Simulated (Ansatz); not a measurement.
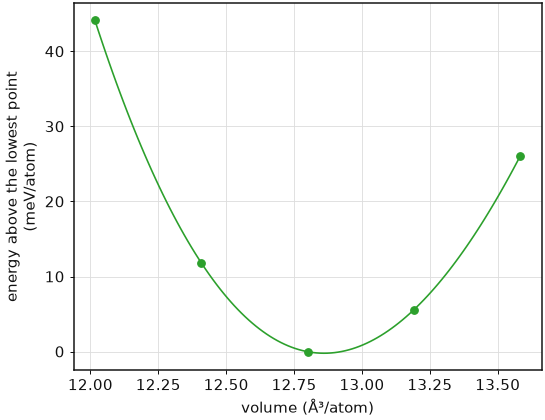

Caption: Energy above the lowest point against volume for ZrC, space group Fm-3m (No. 225) (one of a set of cubic test structures, which need not be the stable phase).

A third-order Birch–Murnaghan fit gives V0 = 12.86 Å³/atom, B0 = 228 GPa and B′ = 4.2. The energy above the lowest point is 44.2 meV/atom at volume 12.02 Å³/atom and 26.1 meV/atom at 13.58 Å³/atom; the lowest computed point is at volume 12.80 Å³/atom (0.0 meV/atom), and no other minimum shows.

How it was computed, with Ansatz 0.2.0 development build: equation of state of a cubic crystal from periodic Kohn-Sham density functional theory without spin, third-order Birch-Murnaghan fit to the free energies; pressure corrected for the finite basis. Level: HSE06.

structure type rock salt; atoms in cell 2; space group number 225; lattice centring face-centred primitive; k mesh 4×4×4; occupation method Fermi–Dirac; occupation width 0.1 eV; wave cutoff 420 eV; datasets soft-1 PAW; density tolerance 1e−07 eV; bands 12; density cutoff ratio 4; search for lower states default; exchange singularity Wigner-Seitz.

Limits of the calculation: coarse k-mesh, values are not converged in k.
